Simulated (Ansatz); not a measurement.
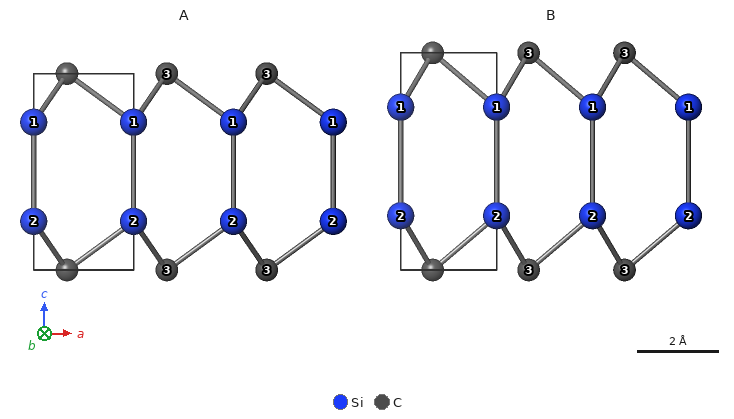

Two geometries of a crystal of Si₂C (a generated structure, set up in P-6m2) (coarse preliminary run), drawn at one scale. One is the start of a relaxation, the other its converged end. A ball-and-stick model of the cell of the calculation, repeated 3 × 1 × 1 with one cell outlined, seen along the b axis.

Level of theory: DFT PBE, scalar-relativistic, plane waves, PAW in Ansatz. Settings: plane-wave cutoff 420 eV; k-point mesh 6 × 6 × 4; occupations gaussian; smearing width 0.1 eV; no spin polarisation; cell and atoms relaxed; force threshold 0.04 eV/Å; at most 70 steps.

Which one is relaxed?

Answer. Structure A is the relaxed one. The largest moves relative to the cell, 0.012 Å, are those of Si1 and Si2. Si2 goes along −c. C stays in place. The volume changes by −2.0 %, with a = b 2.752 → 2.865 Å (+4.1 %), c 5.394 → 4.880 Å (−9.5 %). Near-neighbour distances that change, for instance: Si1–Si2 2.697 → 2.417 Å, Si1–Si2 (another image) 2.697 → 2.463 Å, Si1–C3 2.084 → 2.049 Å. Bond angles that change, for instance: Si1–C3–Si2 80.6° → 72.3°, C3–Si1–C3 82.6° → 88.7°, Si1–C3–Si1 82.6° → 88.7°. The space group stays P-6m2 (No. 187). The energy falls by 0.567 eV per cell of the calculation in 5 accepted moves (6 points after the start). Largest force component: 1.5 eV/Å at the start, 0.021 eV/Å at the end. The pressure goes from −2.21 to 0.19 GPa. At 1 point the geometry stayed and the basis and grid were re-selected for the new cell (energy shift of 1.8 meV per cell of the calculation at most each time).

Limits of the set-up: the k-point mesh is coarse for a cell with partly filled bands.
